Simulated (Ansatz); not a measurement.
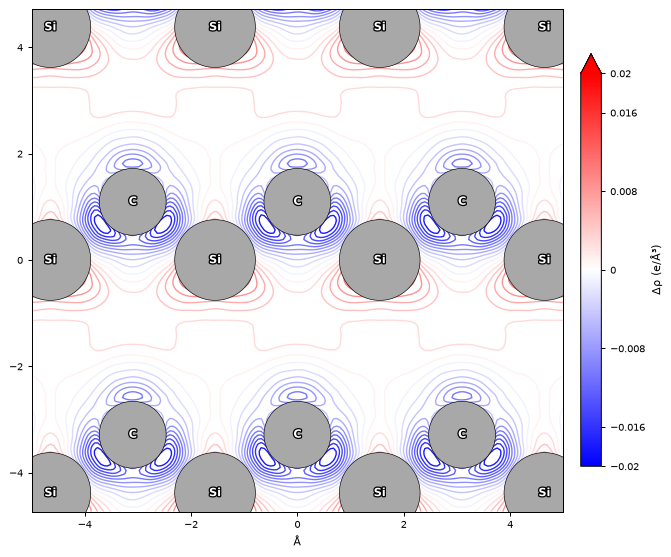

SiC. Difference of the valence pseudo-densities of two functionals at the same geometry, on the (101̄) plane of the calculation cell: one of PBE and r2SCAN less the other.

Both computed with Ansatz (plane waves, PAW), on the same k-point mesh. Grey discs cover the atomic cores.

```
Si C
1.0
     0.00000    2.18987    2.18987
     2.18987    0.00000    2.18987
     2.18987    2.18987    0.00000
Si C
1 1
Direct
  0.00000 0.00000 0.00000
  0.25000 0.25000 0.25000
```

Q: Which was subtracted from which, and what does the map show?

A: It is PBE less r2SCAN. Against r2SCAN, PBE gives less density around C (−0.012 e/Å³ on average at 0.8 Å from the nucleus) and a change of −0.014 e/Å³ at the midpoint of Si–C.
